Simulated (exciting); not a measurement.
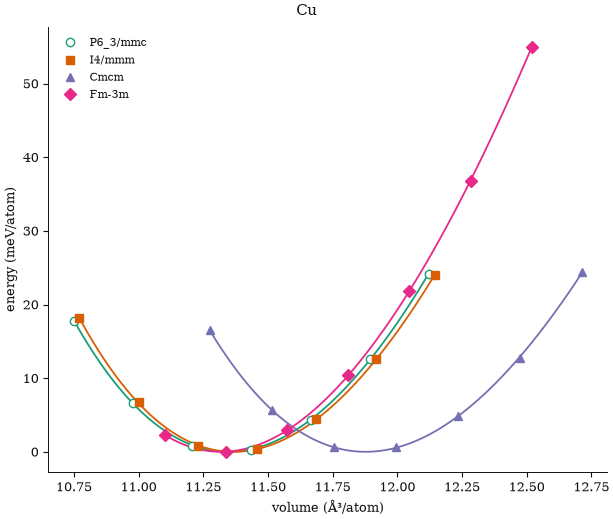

The plot gives the computed energy against volume, with one curve for each structure, for Cu. Each energy curve has its own zero, so the curves don't rank the structures.

Computed with exciting sodium: all-electron LAPW DFT, no spin polarisation; energies at scaled volumes of the given cell, shape and fractions fixed, counted from the fit's minimum, third-order Birch-Murnaghan fit. Level: PBEsol.

```csv
setting,value
occupations,Fermi–Dirac
smearing width,0.05 eV
potentials,"all electron LAPW+lo, shipped species files"
```

Settings that differ: P6_3/mmc: k mesh 12×12×7; I4/mmm: k mesh 13×13×13; Cmcm: k mesh 11×11×11; Fm-3m: k mesh 13×13×13.

Give the values behind the plot as a table.

P6_3/mmc:
```json
{"volume (Å³/atom)": "10.75", "energy (meV/atom)": "17.80"}
{"volume (Å³/atom)": "10.98", "energy (meV/atom)": "6.69"}
{"volume (Å³/atom)": "11.21", "energy (meV/atom)": "0.83"}
{"volume (Å³/atom)": "11.44", "energy (meV/atom)": "0.29"}
{"volume (Å³/atom)": "11.66", "energy (meV/atom)": "4.37"}
{"volume (Å³/atom)": "11.89", "energy (meV/atom)": "12.54"}
{"volume (Å³/atom)": "12.12", "energy (meV/atom)": "24.20"}
```

I4/mmm:
```json
{"volume (Å³/atom)": "10.77", "energy (meV/atom)": "18.11"}
{"volume (Å³/atom)": "11.00", "energy (meV/atom)": "6.82"}
{"volume (Å³/atom)": "11.23", "energy (meV/atom)": "0.74"}
{"volume (Å³/atom)": "11.46", "energy (meV/atom)": "0.32"}
{"volume (Å³/atom)": "11.69", "energy (meV/atom)": "4.40"}
{"volume (Å³/atom)": "11.92", "energy (meV/atom)": "12.63"}
{"volume (Å³/atom)": "12.15", "energy (meV/atom)": "24.02"}
```

Cmcm:
```json
{"volume (Å³/atom)": "11.27", "energy (meV/atom)": "16.55"}
{"volume (Å³/atom)": "11.51", "energy (meV/atom)": "5.64"}
{"volume (Å³/atom)": "11.75", "energy (meV/atom)": "0.64"}
{"volume (Å³/atom)": "11.99", "energy (meV/atom)": "0.59"}
{"volume (Å³/atom)": "12.23", "energy (meV/atom)": "4.87"}
{"volume (Å³/atom)": "12.47", "energy (meV/atom)": "12.80"}
{"volume (Å³/atom)": "12.71", "energy (meV/atom)": "24.35"}
```

Fm-3m:
```json
{"volume (Å³/atom)": "11.10", "energy (meV/atom)": "2.28"}
{"volume (Å³/atom)": "11.34", "energy (meV/atom)": "0.00"}
{"volume (Å³/atom)": "11.57", "energy (meV/atom)": "2.93"}
{"volume (Å³/atom)": "11.81", "energy (meV/atom)": "10.39"}
{"volume (Å³/atom)": "12.05", "energy (meV/atom)": "21.90"}
{"volume (Å³/atom)": "12.28", "energy (meV/atom)": "36.78"}
{"volume (Å³/atom)": "12.52", "energy (meV/atom)": "54.94"}
```

Note: shape and atomic fractions are frozen while scaling, which makes layered, chain and framework solids too stiff.
